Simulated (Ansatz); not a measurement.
Consider PtSe.

```
Pt Se
1.0
     5.28675    0.00000    0.00000
     0.00000    5.28675    0.00000
     0.00000    0.00000    5.28675
Pt Se
4 4
Direct
  0.50000 0.00000 0.00000
  0.00000 0.50000 0.00000
  0.00000 0.00000 0.50000
  0.50000 0.50000 0.50000
  0.00000 0.00000 0.00000
  0.50000 0.50000 0.00000
  0.50000 0.00000 0.50000
  0.00000 0.50000 0.50000
```

Space group Fm-3m; a generated structure, not necessarily the stable one; built by placing these elements on a known structure type.

Method: Kohn-Sham DFT of a periodic cell, PBE, Ansatz PAW in Ansatz.

Question: What can the converged valence pseudo-density and electron localisation function tell about the bonding?

Answer: Pt–Se (2.64 Å): the density is about 0.43 e/Å³ at the midpoint; the ELF is about 0.40 at the midpoint.

Question: Does the calculation give a band gap?

Answer: It is metallic or semimetallic at this level of theory: no gap opens; semilocal functionals without U, or without the true magnetic order, often close the gap of such compounds.

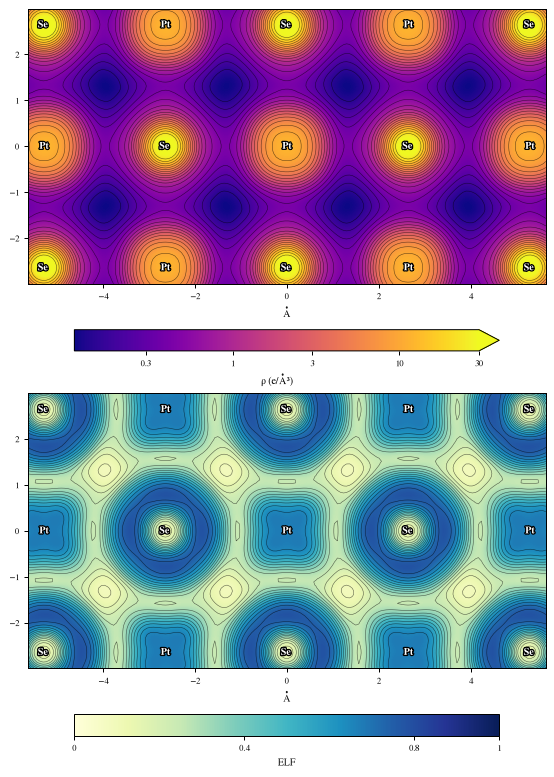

Computed valence pseudo-density and electron localisation function on the (001) plane of the conventional cell, in this order. 
